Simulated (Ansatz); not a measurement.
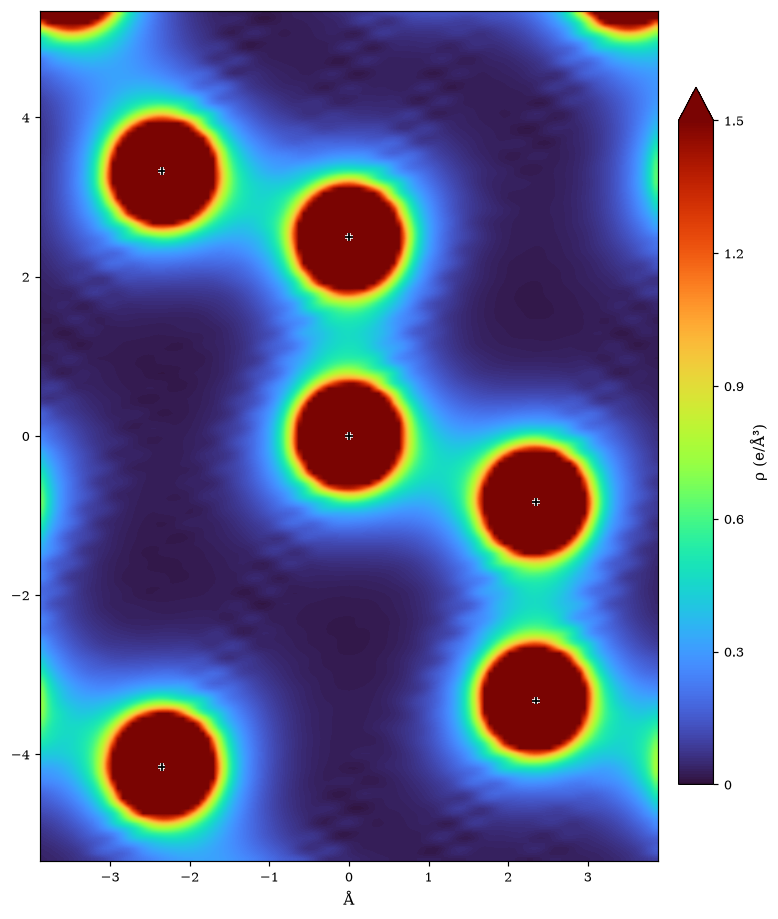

The valence electron density on a plane through atoms (crosses mark nuclei in the plane).

Method: DFT PBE, scalar-relativistic, plane waves, PAW (Ansatz).

Candidates:
A. SiNi, a = 5.15 Å, b = 3.38 Å, c = 5.62 Å, α = 90.00°, β = 90.00°, γ = 90.00°. Space group Pnma; computed without spin polarisation.
B. Ge, a = 7.06 Å, b = 4.07 Å, c = 10.05 Å, α = 90.00°, β = 96.72°, γ = 90.00°. Space group C2/m; not relaxed (largest force 1.1 eV/Å).

Which system is this?

Candidate B: Ge on the (010) plane of the conventional cell, which holds Ge. Ge–Ge (2.49 Å): the density is about 0.47 e/Å³ at the midpoint.
